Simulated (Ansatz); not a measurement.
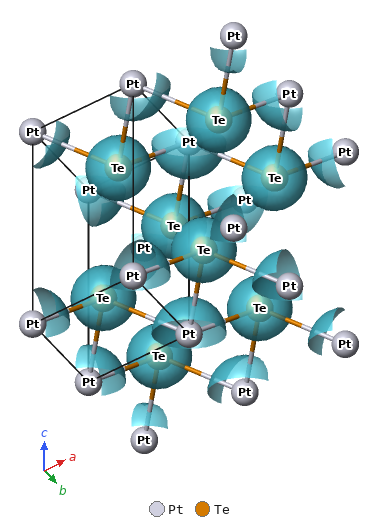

Figure. Te2Pt. Isosurface of the valence charge density (pseudo) at 1 e/Å³ (cyan), seen at an oblique angle. Sticks mark near contacts.

Space group P-3m1.

All numbers below come from Ansatz 0.2.0, Kohn-Sham DFT of a periodic cell, PBE, Ansatz PAW.

In a PAW calculation such maps are meaningful between the atoms, not at the nuclei.

```cif
data_structure
_symmetry_space_group_name_H-M 'P 1'
_symmetry_Int_Tables_number 1
_cell_length_a 4.0889
_cell_length_b 4.0889
_cell_length_c 5.3953
_cell_angle_alpha 90.000
_cell_angle_beta 90.000
_cell_angle_gamma 120.000
_cell_volume 78.12
loop_
_atom_site_label
_atom_site_type_symbol
_atom_site_fract_x
_atom_site_fract_y
_atom_site_fract_z
_atom_site_occupancy
Pt1 Pt 0.00000 0.00000 0.00000 1
Te1 Te 0.66667 0.33333 0.74743 1
Te2 Te 0.33333 0.66667 0.25257 1
```

What does this surface tell about the bonding?

Answer. At this value the density breaks into separate islands; it holds about 70 % of the electrons treated as valence (semicore included). It bridges none of the near contacts. It is pinched off along the sampled Te–Pt (2.73 Å) contacts. On the grid the lowest density along these lines, outside the cores, is 0.46 e/Å³ (Te–Pt, 2.73 Å).

Metal or insulator at this level of theory?

Answer. It is metallic or semimetallic at this level of theory: no gap opens; semilocal functionals without U, or without the true magnetic order, often close the gap of such compounds.
